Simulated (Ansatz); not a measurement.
System: Al₂Cu, space group P4/mmm (No. 123).

Starting cell:
```
CELL_PARAMETERS angstrom
4.08803 0.00000 0.00000
0.00000 4.08803 0.00000
0.00000 0.00000 2.85133
ATOMIC_POSITIONS crystal
Al 0.50000 0.00000 0.50000
Al 0.00000 0.50000 0.50000
Cu 0.00000 0.00000 0.00000
```

Computed with Ansatz 0.2.0: one atom of a crystal moved over a plane, all else fixed, by plane-wave density functional theory with PAW datasets, free energies less that of the undisturbed cell. Level: r2SCAN, no spin polarisation.

| setting | value |
| --- | --- |
| wave cutoff | 500 eV |
| k mesh | 12×12×16 |
| occupations | Gaussian |
| smearing width | 0.15 eV |
| k shift | (0, 0, 0) (mesh steps) |
| start | relaxed |
| moved atom | 3 |
| direction 1 | (0.7071, 0.7071, 0) (Cartesian unit vector) |
| direction 2 | (0, 0, 1) (Cartesian unit vector) |

Describe the result: the map of the energy change over displacement d2 and displacement d1. The grid: displacement d2 −0.3, −0.15, 0, 0.15, 0.3 Å; displacement d1 −0.3, −0.15, 0, 0.15, 0.3 Å.

At the origin the energy is lower than all eight neighbouring grid points, so a minimum lies at or close to the given structure. The energy change is least, 0.0000 eV/cell, at displacement d2 of 0 Å and displacement d1 of 0 Å, and largest, 0.6811 eV/cell, at displacement d2 of −0.3 Å and displacement d1 of −0.3 Å (and at equivalent points).

Energy change (eV/cell); rows displacement d1 (Å), columns displacement d2 (Å):
```tsv
	-0.3	-0.15	0	0.15	0.3
-0.3	0.6811	0.4078	0.3160	0.4078	0.6811
-0.15	0.3816	0.1553	0.0793	0.1553	0.3816
0	0.2812	0.0707	0.0000	0.0707	0.2812
0.15	0.3816	0.1553	0.0793	0.1553	0.3816
0.3	0.6811	0.4078	0.3160	0.4078	0.6811
```

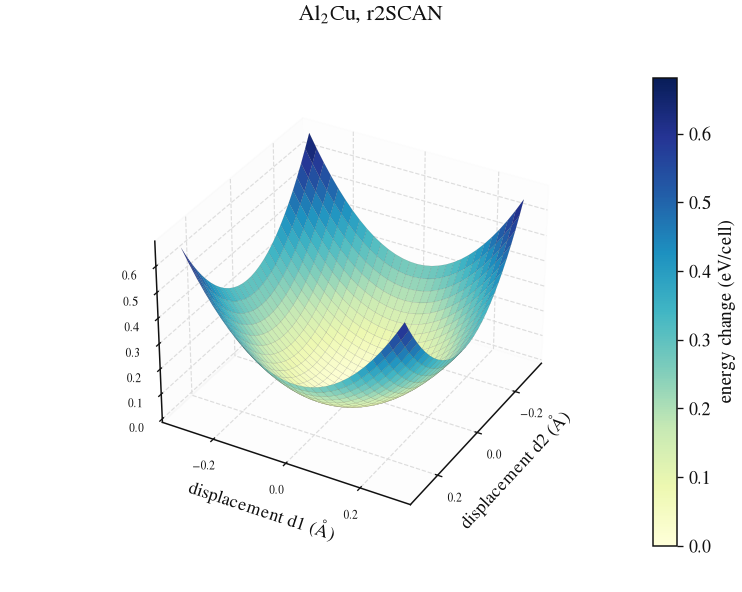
